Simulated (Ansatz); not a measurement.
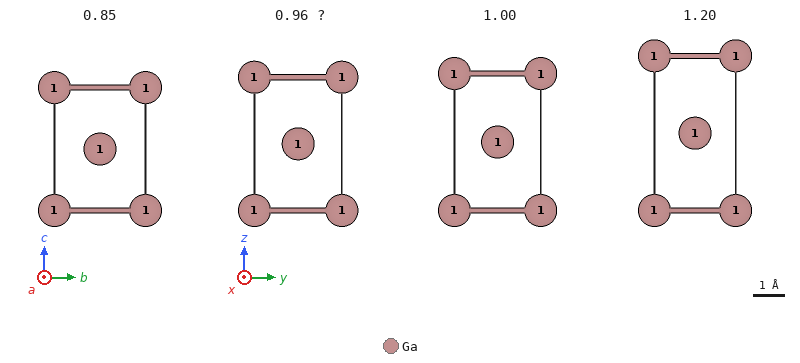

A scan of solid Ga (I4/mmm): the ratio of the cell's length along z to its lengths across, counted as 1 for the reference, is changed at fixed volume (a c/a path), with the atoms kept at their fractional coordinates. x, y and z are the Cartesian axes of the input. Style: ball-and-stick. Shown: the conventional cell (2 times the calculation's cell), along the a axis. Lengths and directions refer to the drawn axes.

The calculation used Ansatz, DFT LDA, scalar-relativistic, plane waves, PAW. Settings: plane-wave cutoff 420 eV; k-point mesh 26 × 26 × 26; occupations gaussian; smearing width 0.15 eV; no spin polarisation. Energies (free energies at the smearing named) are counted from the cell as listed in its source, which wasn't relaxed.

| axial ratio over its reference value | energy change (meV/atom) |
| --- | --- |
| 0.85 | 2.9 |
| 0.92 | 3.1 |
| 0.96 | ? |
| 1.00 | 0.0 |
| 1.05 | 0.6 |
| 1.10 | 4.7 |
| 1.20 | 22.8 |

Q: Estimate the missing energy from the other rows, and compare with the calculation.

A: A straight line between the two neighbours gives 1.6 meV/atom. A cubic through the four nearest rows (0.85, 0.92, 1.00, 1.05) gives, with Lagrange weights, (−0.0686)(2.9) + (0.5440)(3.1) + (0.6600)(0.0) + (−0.1354)(0.6) = 1.4 meV/atom. The calculation gives 1.0 meV/atom, so the cubic is 0.4 meV/atom too high and the straight line 0.6 meV/atom too high, as the curve bends upwards here.

The whole profile:

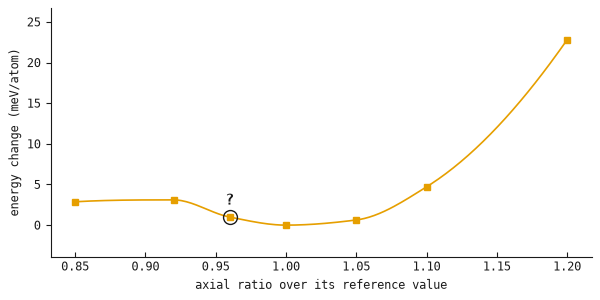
